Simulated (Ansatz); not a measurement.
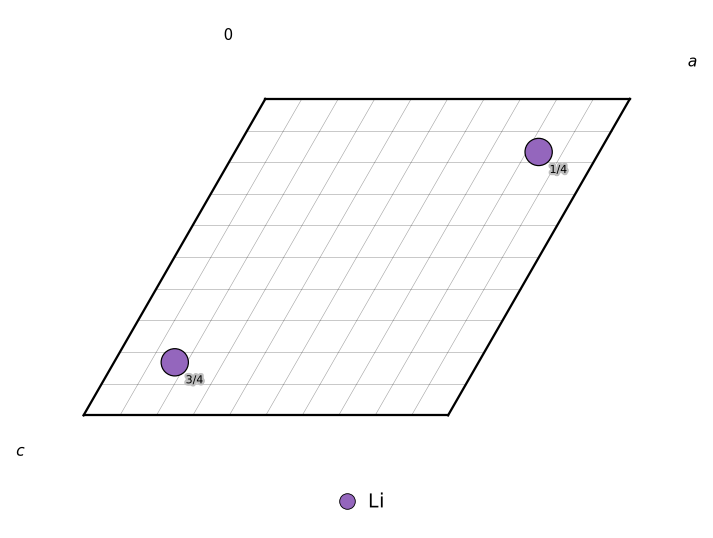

Plan of a unit cell projected along b (c down the page, a across); the numbers are heights as fractions of b, and atoms on the cell's edges are repeated. The grid marks tenths of c and a. Source: the end point of a relaxation with Ansatz, DFT PBE, scalar-relativistic, plane waves, PAW; the starting structure was generated, so it need not be a known form of this composition. The drawing is computed from the coordinates (standard cell, symmetry found to 0.002 Å).

a = 3.047 Å, b = 5.019 Å, c = 3.050 Å, α = 90.00°, β = 119.88°, γ = 90.00°.

### What does the cell contain?

2 Li: Li, Z = 2.

### Give the fractional coordinates of all atoms, to two places.

```
atom     x     y     z
  Li  0.17  0.75  0.83
  Li  0.83  0.25  0.17
```
